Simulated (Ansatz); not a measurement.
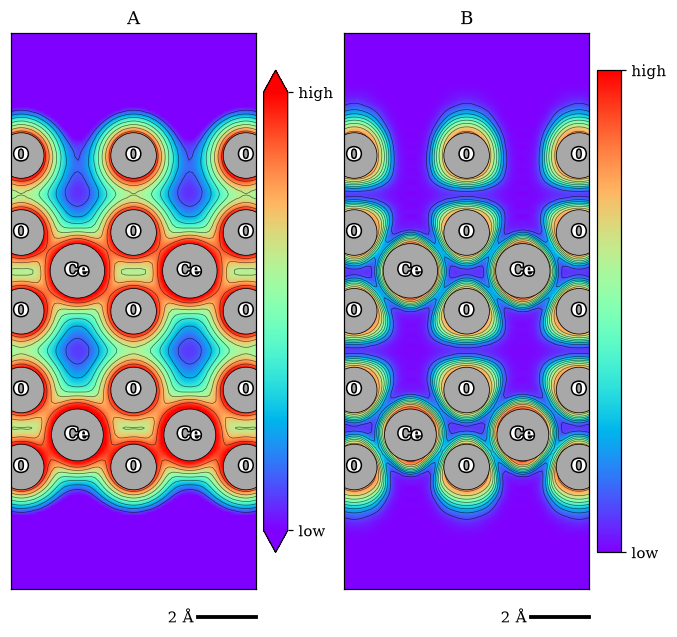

Ce₂O₅ (slab): 2 fields on the (010) plane of the calculation cell, a cut from vacuum to vacuum, with unlabelled colour scales. Grey discs cover the atomic cores.

Built by placing these elements on a known structure type; computed without spin polarisation; no Hubbard U on the f states and no spin–orbit coupling.

Theory: Ansatz, DFT PBE, scalar-relativistic, plane waves, PAW.

```xyz
14
Lattice="3.8637 0.0000 0.0000 0.0000 3.8637 0.0000 0.0000 0.0000 25.9283" Properties=species:S:1:pos:R:3 pbc="T T T"
O     1.9319    0.0000    7.6115
O     0.0000    1.9319    7.6115
Ce    1.9319    1.9319    8.7147
O     0.0000    1.9319   10.2583
O     1.9319    0.0000   10.2583
Ce    0.0000    0.0000   11.5749
O     1.9319    0.0000   12.9641
O     0.0000    1.9319   12.9641
Ce    1.9319    1.9319   14.3534
O     0.0000    1.9319   15.6700
O     1.9319    0.0000   15.6700
Ce    0.0000    0.0000   17.2135
O     1.9319    0.0000   18.3168
O     0.0000    1.9319   18.3168
```

### Match the panels to the quantities (electron localisation function and valence pseudo-density).

Panel A: valence pseudo-density. Panel B: electron localisation function. From the grid: Ce–O (2.22 Å): ρ is about 0.7 e/Å³ halfway, with its minimum of 0.63 e/Å³ about 1.2 Å from Ce; the ELF peaks at about 0.85 in the valence shell of O, 0.6 Å from its nucleus, and drops to about 0.25 between the two atoms (no shared electron pair shows on this line). Ce–O (2.34 Å): the density is about 0.55 e/Å³ at the midpoint, with its minimum of 0.49 e/Å³ about 1.3 Å from Ce; the ELF peaks at about 0.85 in the valence shell of O, 0.6 Å from its nucleus, and drops to about 0.25 between the two atoms (no shared electron pair shows on this line).
